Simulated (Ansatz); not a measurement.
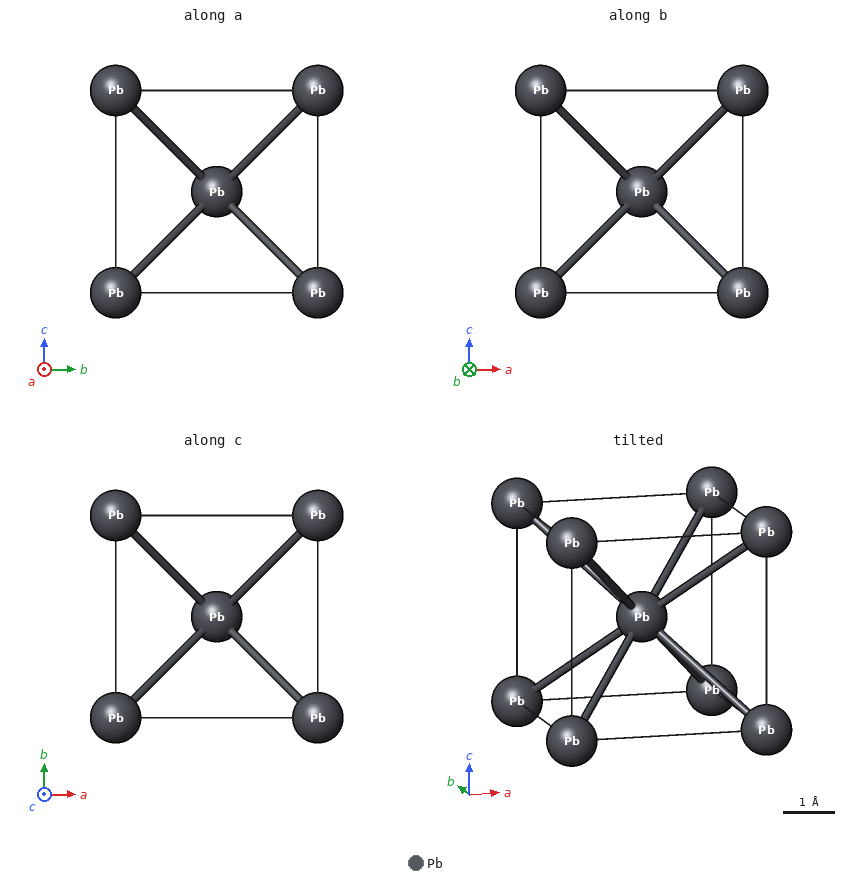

Ball-and-stick representation of a periodic structure, projected along the a axis, along the b axis, along the c axis and slightly off an axis. The edges of the conventional unit cell are marked.

Lattice parameters: a = 3.986 Å, b = 3.986 Å, c = 3.986 Å, α = 90.00°, β = 90.00°, γ = 90.00°.

Transcribe the picture into a table of Wyckoff sites.

Space group Im-3m (No. 229).
| atom | site | x | y | z |
| --- | --- | --- | --- | --- |
| Pb | 2a | 0.0000 | 0.0000 | 0.0000 |

Source of the structure: a structure type filled with this element by a generator (whether the element takes this form wasn't checked). The cell was then strained or its atoms displaced on purpose. Ansatz was used for an electronic-structure calculation on it.
